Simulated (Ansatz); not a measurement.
# Geometry relaxation, with input and output: HfS₂ (part 2 of 2)

HfS₂ (3 atoms in the cell); DFT, PBE, dispersion d3bj, plane waves, PAW, no spin polarisation (Ansatz 0.2.0); cutoff 420 eV, 6×6×2 k-mesh, Gaussian smearing of 0.02 eV. The structure derives from a Materials Project entry. The settings are looser than a standard set-up, so the numbers are not reference values.

Geometry of the input (Å; fractional positions):
```
3.6397  0.0000  0.0000
-1.8198  3.1520  0.0000
0.0000  0.0000  6.0556
Hf 0.0000  0.0000  0.0000
S  0.6667  0.3333  0.7640
S  0.3333  0.6667  0.2360
```

Output, continued
```
SCF iter   1: F=—  HF=-17531.146478 eV  |F-HF|=—  |Δ(HF+E_count)|=         —  Δρ=1.29e-4  dr2=4.86e-5  ethr=1.34e-7  ⟨swp⟩=2.0  Hψ=1725  notcnv=0
preconditioner: auto → Resta (q_TF=auto, 2.493 Å⁻¹)  ε∞=5.6  [insulator: Δε(μ)=0.872 eV  Ē_g=11.755 eV  σ=0.020 eV  W_gap=1.00  n_scr=22 (ndim 8)  ℏωp=25.2 eV  f_vac=0.049  D(μ)=0.00/eV (n_scr^D=0)  ε∞_Penn≈5.6]
SCF iter   2: F=—  HF=-17531.146483 eV  |F-HF|=—  |Δ(HF+E_count)|=   5.28e-6  Δρ=4.49e-5  dr2=4.96e-6  ethr=1.28e-7  ⟨swp⟩=2.0  Hψ=393  notcnv=0
SCF iter   3: F=—  HF=-17531.146480 eV  |F-HF|=—  |Δ(HF+E_count)|=   3.13e-6  Δρ=1.88e-5  dr2=6.22e-7  ethr=1.30e-8  ⟨swp⟩=2.0  Hψ=526  notcnv=0
SCF iter   4: F=—  HF=-17531.146486 eV  |F-HF|=—  |Δ(HF+E_count)|=   6.46e-6  Δρ=1.22e-5  dr2=1.65e-7  ethr=1.64e-9  ⟨swp⟩=2.0  Hψ=550  notcnv=0
SCF iter   5: F=—  HF=-17531.146486 eV  |F-HF|=—  |Δ(HF+E_count)|=  7.64e-10  Δρ=4.06e-6  dr2=1.35e-8  ethr=4.34e-10  ⟨swp⟩=2.3  Hψ=546  notcnv=0
SCF iter   6: F=—  HF=-17531.146486 eV  |F-HF|=—  |Δ(HF+E_count)|=   1.33e-8  Δρ=8.30e-7  dr2=3.73e-10  ethr=3.56e-11  ⟨swp⟩=2.0  Hψ=495  notcnv=0
SCF iter   7: F=—  HF=-17531.146486 eV  |F-HF|=—  |Δ(HF+E_count)|=   1.09e-9  Δρ=2.17e-7  dr2=5.52e-11  ethr=1.00e-12  ⟨swp⟩=2.0  Hψ=559  notcnv=0
SCF iter   8: F=-17531.146486 eV  HF=-17531.146486 eV  |F-HF|=7.28e-12  |Δ(HF+E_count)|=  5.82e-11  Δρ=8.68e-8  dr2=6.88e-12  ethr=1.00e-12  ⟨swp⟩=6.6  Hψ=1735  notcnv=0
SCF 7 converged in 8 iterations: F = -17531.146486 eV  dr2 = 6.88e-12
relax step   7: F+E_penalty+E_count = -17531.14648630 eV  Δ(F+E_penalty+E_count) = -2.788e-5 eV  max|allowed force component| = 7.520e-4 eV/Å  Δτ_max = 0.0009 Å  P = -0.011 GPa  Ω = 65.300 Å³  energy of the carried Pulay correction = +5.957e-4 eV  (8 SCF iters, accepted)
Basis set: ecut = 420 eV, 1255 PW (Γ), exchange–correlation on 50×50×80 points (8 copies of the dense FFT grid, shifted against one another)
Initial wavefunctions: pseudopotential atomic-orbital guess (no wavefunctions were taken with the density)
iter 1 solved again at ethr=3.02e-7 eV; its pass at ethr=3.10e-3 eV (dr2=1.15e-4 eV) is discarded
SCF iter   1: F=—  HF=-17531.145822 eV  |F-HF|=—  |Δ(HF+E_count)|=         —  Δρ=5.29e-5  dr2=2.29e-7  ethr=3.02e-7  ⟨swp⟩=3.0  Hψ=2237  notcnv=0
preconditioner: auto → Resta (q_TF=auto, 2.493 Å⁻¹)  ε∞=5.6  [insulator: Δε(μ)=0.870 eV  Ē_g=11.756 eV  σ=0.020 eV  W_gap=1.00  n_scr=22 (ndim 8)  ℏωp=25.2 eV  f_vac=0.049  D(μ)=0.00/eV (n_scr^D=0)  ε∞_Penn≈5.6]
SCF iter   2: F=—  HF=-17531.145938 eV  |F-HF|=—  |Δ(HF+E_count)|=   1.16e-4  Δρ=4.01e-5  dr2=5.75e-7  ethr=6.03e-10  ⟨swp⟩=3.2  Hψ=752  notcnv=0
SCF iter   3: F=—  HF=-17531.145938 eV  |F-HF|=—  |Δ(HF+E_count)|=   5.52e-8  Δρ=2.05e-5  dr2=8.07e-8  ethr=6.03e-10  ⟨swp⟩=2.0  Hψ=575  notcnv=0
SCF iter   4: F=—  HF=-17531.145938 eV  |F-HF|=—  |Δ(HF+E_count)|=   5.82e-8  Δρ=5.21e-6  dr2=6.01e-9  ethr=2.12e-10  ⟨swp⟩=2.1  Hψ=527  notcnv=0
SCF iter   5: F=—  HF=-17531.145938 eV  |F-HF|=—  |Δ(HF+E_count)|=   4.25e-9  Δρ=7.93e-7  dr2=1.00e-10  ethr=1.58e-11  ⟨swp⟩=2.0  Hψ=580  notcnv=0
SCF iter   6: F=-17531.145938 eV  HF=-17531.145938 eV  |F-HF|=7.28e-12  |Δ(HF+E_count)|=  2.66e-10  Δρ=2.22e-7  dr2=1.06e-11  ethr=1.00e-12  ⟨swp⟩=6.0  Hψ=1563  notcnv=0
SCF 8 converged in 6 iterations: F = -17531.145938 eV  dr2 = 1.06e-11
relax step   8: F+E_penalty+E_count = -17531.14593798 eV  Δ(F+E_penalty+E_count) = +5.483e-4 eV  max|allowed force component| = 9.579e-4 eV/Å  Δτ_max = 0.0000 Å  P = -0.013 GPa  Ω = 65.300 Å³  stress off target by 1.57e-2 GPa  SCF on the basis re-selected at this cell (its energy is not comparable with the rows above)  (6 SCF iters)
```

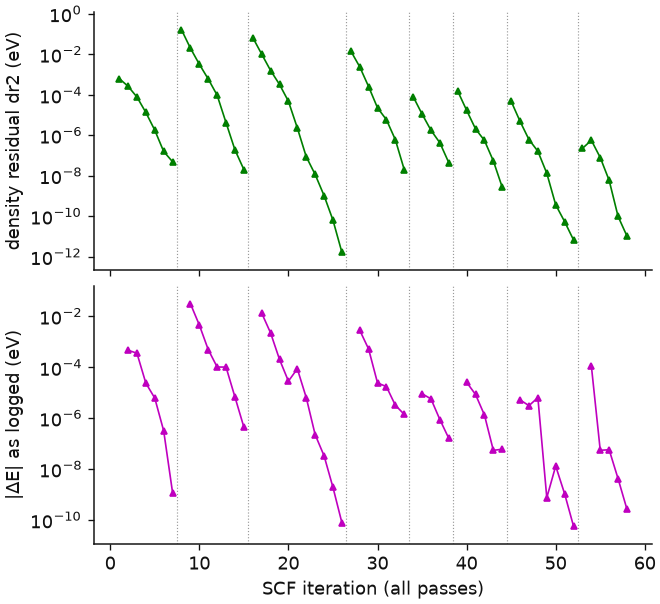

**Figure 1.** Convergence of the self-consistent field: density residual dr2 and size of the energy change against the SCF iteration. The dotted lines part the SCF passes of the relaxation: geometry steps, rejected trials and re-solves on a re-selected basis. The 8 passes take 5 to 11 iterations each, 58 in all.

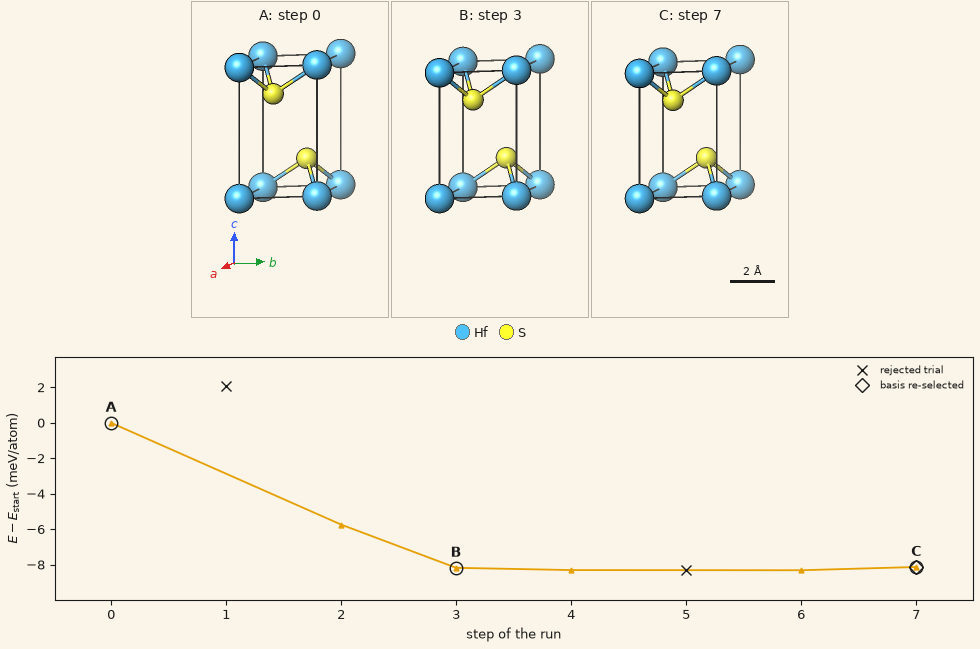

**Figure 2.** Frames of the relaxation (ball-and-stick view of the cell of the calculation, seen slightly off an axis) above the curves, on which the letters mark them (the first geometry is step 0 here and step 1 in the log).

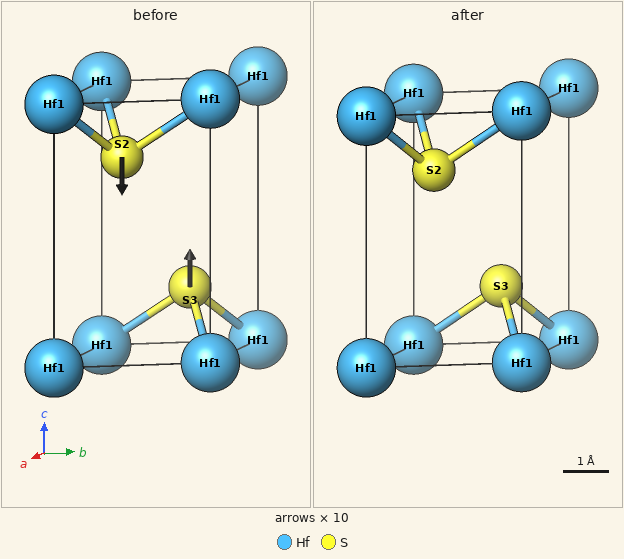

**Figure 3.** Before (left) and after (right) the relaxation, at one scale (ball-and-stick view of the cell of the calculation, seen slightly off an axis). The black arrows give the displacements (without the part carried along by the change of the cell), magnified 10 times. Over 6 geometry steps the energy falls by 8.3 meV per atom. Largest force component: 0.22 eV/Å at the start, 0.00096 eV/Å at the end. Pressure: −0.41 GPa at the start and −0.01 GPa at the end. The line search rejected the trial steps at points 1, 5 (counted from 0) and went back. The largest moves relative to the cell, 0.089 Å, are those of S2 and S3. Hf stays in place. Cell: a = b 3.640 → 3.612 Å (−0.8 %), c 6.056 → 5.780 Å (−4.6 %). Volume −6.0 %. The space group stays P-3m1 (No. 164). A last SCF at the same geometry on a re-selected plane-wave basis shifts the energy by +0.2 meV per atom. (Atoms are counted from 1 in the order of the input.)

```
basis re-selected at this cell: Δ(F+E_penalty+E_count) = +5.483e-4 eV, ΔP = -0.002 GPa vs the last step (what re-selecting the basis moved, of the pressure what is left beyond the Pulay correction that the steps carried, after the strain that the cell walked since its last selection, with what the two solves' SCF thresholds leave and, on support functions, any second-order correction that the steps lacked; it is no measure of the basis error at this ecutwfc). The dense FFT grid was sized anew with the basis: this SCF ran on 25×25×40 points, the steps before it on 25×25×45, so part of this shift can come from that change (see relax.cell in the input reference). This SCF's stress stands 1.57e-2 GPa from its target on what of the cell is left free (relax.cell.stress_tol is 5.00e-2 GPa) and its largest allowed force component is 9.58e-4 eV/Å (relax.f_tol is 5.00e-3 eV/Å): within both
SCF converged after 6 iterations
Free energy (F): -17531.145938 eV
Harris-Foulkes:  -17531.145938 eV  (|F-HF|=7.28e-12)
Internal energy: -17531.145938 eV  (E = F + TS)
E sigma→0 (E₀):  -17531.145938 eV
Fermi energy:    10.012533 eV
--- Per-component energies (eV) ---
  E_band       = -193.857452
  E_kinetic    = 635.077991
  E_local      = -8036.575612  (includes V_loc(G=0)·N_el)
  E_nonlocal   = -1186.793184
  E_hartree    = 3710.300933
  E_xc         = -494.390851
  E_vxc        = -441.194134  (∫ρ·V_xc dr)
  E_paw        = -8127.485924  (= ΣΔE_a)
  E_vpaw       = 1415.025450  (= ΣTr[D̂ρ^β])
  E_aug_tail   = 0.000002  (compensation charges beyond the density's cutoff)
  E_ewald      = -4030.262803
  E_disp       = -1.016490  (pairwise vdW)
  E_smearing   = -0.000000  (= −TS)
  E_closure    = 0.000000  (closes the sum)
  Σ components = -17531.145938   (vs F -17531.145938, Δ=0.00e0)
--- Forces (eV/Å), atoms counted from 1 ---
  atom   1  Hf     0.00000000     0.00000000     0.00000000
  atom   2  S      0.00000000     0.00000000    -0.00095792
  atom   3  S     -0.00000000    -0.00000000     0.00095792
  max |Σ_I F_I| component: 9.25e-18 eV/Å
--- Stress (GPa, compression-positive) ---
       -0.012207       0.000000       0.000000
       -0.000000      -0.012207       0.000000
        0.000000      -0.000000      -0.015731
  P = ⅓ Tr σ = -0.0134 GPa (-0.134 kbar)
--- Band table (eV; the first three rows and the last of 14) ---
  k-point 0: bands = ["-52.5537", "-21.2459", "-21.1274", "-21.1274", "-3.7465", "-2.6773", "-2.5112", "-2.4918", "-2.4918", "-2.4830", "-2.4830", "-2.4700", "-1.7595", "4.5381", "6.6664", "6.6664", "9.4011", "9.4011", "9.5778", "11.4223", "11.4223", "11.9953", "14.7549"]
  k-point 1: bands = ["-52.5537", "-21.2462", "-21.1274", "-21.1274", "-3.4461", "-2.8045", "-2.5112", "-2.4918", "-2.4918", "-2.4830", "-2.4830", "-2.4700", "-2.1331", "5.8462", "6.7195", "6.7195", "7.5117", "9.2278", "9.2278", "11.3674", "11.3674", "12.2903", "15.2858"]
  k-point 2: bands = ["-52.5519", "-21.2358", "-21.1794", "-21.1391", "-3.4446", "-2.6545", "-2.5084", "-2.4883", "-2.4868", "-2.4839", "-2.4759", "-2.4753", "-1.8334", "4.9401", "6.3747", "6.8217", "7.7832", "8.7709", "9.4040", "11.2836", "12.1708", "12.4567", "14.5048"]
  k-point 13: bands = ["-52.5458", "-21.2688", "-21.2688", "-21.2003", "-2.5980", "-2.5980", "-2.4988", "-2.4972", "-2.4912", "-2.4912", "-2.4748", "-1.9922", "-1.9922", "5.6581", "5.6581", "5.7330", "7.1383", "7.6297", "7.6297", "12.2635", "12.7394", "12.7394", "15.7837"]
--- Relaxed structure (7 steps of the walk, 5 accepted, 1 SCFs on fresh bases) ---
  F+E_penalty+E_count = -17531.14593798 eV   max|allowed force component| = 9.579e-4 eV/Å   (the final SCF, on the basis selected at the relaxed cell)
  cell:  # Å, volume = 65.3003 Å³
    - [3.6119650025880623, 4.547101158178579e-34, -1.4326802899810018e-17]
    - [-1.8059825012940312, 3.1280534498215875, 7.163401449905006e-18]
    - [-2.383649855177314e-17, -7.18706206703455e-33, 5.779597380195207]
  atoms:
    - { symbol: Hf, position: [-3.152895588311833e-34, -1.10321306208133e-35, 1.0601437130068589e-35] }
    - { symbol: S, position: [0.6666666666666667, 0.3333333333333333, 0.748635969153705] }
    - { symbol: S, position: [0.3333333333333333, 0.6666666666666666, 0.251364030846295] }
```

Trajectory as extended XYZ (Å, eV, eV/Å), 8 frames, from step=1 to step=8
```
3
Lattice="3.6397 0.0000 0.0000 -1.8198 3.1520 0.0000 0.0000 0.0000 6.0556" Properties=species:S:1:pos:R:3:forces:R:3 step=1 energy=-17531.12155 pressure_GPa=-0.41
Hf    0.0000    0.0000    0.0000    0.0000   0.0000   0.0000
S     1.8198    1.0507    4.6262    0.0000   0.0000  -0.2157
S     0.0000    2.1014    1.4294    0.0000   0.0000   0.2157
3
Lattice="3.5591 0.0000 0.0000 -1.7796 3.0823 0.0000 0.0000 0.0000 5.8493" Properties=species:S:1:pos:R:3:forces:R:3 step=2 energy=-17531.11531 pressure_GPa=-0.49 accepted=F
Hf    0.0000    0.0000    0.0000    0.0000   0.0000   0.0000
S     1.7796    1.0274    4.3373    0.0000   0.0000   0.4541
S     0.0000    2.0548    1.5120    0.0000   0.0000  -0.4541
3
Lattice="3.6175 0.0000 0.0000 -1.8087 3.1328 0.0000 0.0000 0.0000 5.9572" Properties=species:S:1:pos:R:3:forces:R:3 step=3 energy=-17531.13876 pressure_GPa=-0.46
Hf    0.0000    0.0000    0.0000    0.0000   0.0000   0.0000
S     1.8087    1.0443    4.5049    0.0000   0.0000  -0.0360
S     0.0000    2.0886    1.4523    0.0000   0.0000   0.0360
3
Lattice="3.6067 0.0000 0.0000 -1.8034 3.1235 0.0000 0.0000 0.0000 5.8092" Properties=species:S:1:pos:R:3:forces:R:3 step=4 energy=-17531.14608 pressure_GPa=-0.05
Hf    0.0000    0.0000    0.0000    0.0000   0.0000   0.0000
S     1.8034    1.0412    4.3511    0.0000   0.0000   0.0257
S     0.0000    2.0823    1.4581    0.0000   0.0000  -0.0257
3
Lattice="3.6132 0.0000 0.0000 -1.8066 3.1291 0.0000 0.0000 0.0000 5.7820" Properties=species:S:1:pos:R:3:forces:R:3 step=5 energy=-17531.14646 pressure_GPa=-0.07
Hf    0.0000    0.0000    0.0000    0.0000   0.0000   0.0000
S     1.8066    1.0430    4.3294    0.0000   0.0000   0.0020
S     0.0000    2.0861    1.4525    0.0000   0.0000  -0.0020
3
Lattice="3.6103 0.0000 0.0000 -1.8051 3.1266 0.0000 0.0000 0.0000 5.7782" Properties=species:S:1:pos:R:3:forces:R:3 step=6 energy=-17531.14646 pressure_GPa=0.14 accepted=F
Hf    0.0000    0.0000    0.0000    0.0000   0.0000   0.0000
S     1.8051    1.0422    4.3262    0.0000   0.0000  -0.0201
S     0.0000    2.0844    1.4520    0.0000   0.0000   0.0201
3
Lattice="3.6120 0.0000 0.0000 -1.8060 3.1281 0.0000 0.0000 0.0000 5.7796" Properties=species:S:1:pos:R:3:forces:R:3 step=7 energy=-17531.14649 pressure_GPa=-0.01
Hf    0.0000    0.0000    0.0000    0.0000   0.0000   0.0000
S     1.8060    1.0427    4.3268    0.0000   0.0000  -0.0008
S     0.0000    2.0854    1.4528    0.0000   0.0000   0.0008
3
Lattice="3.6120 0.0000 0.0000 -1.8060 3.1281 0.0000 0.0000 0.0000 5.7796" Properties=species:S:1:pos:R:3:forces:R:3 step=8 energy=-17531.14594 pressure_GPa=-0.01
Hf    0.0000    0.0000    0.0000    0.0000   0.0000   0.0000
S     1.8060    1.0427    4.3268    0.0000   0.0000  -0.0010
S     0.0000    2.0854    1.4528    0.0000   0.0000   0.0010
```
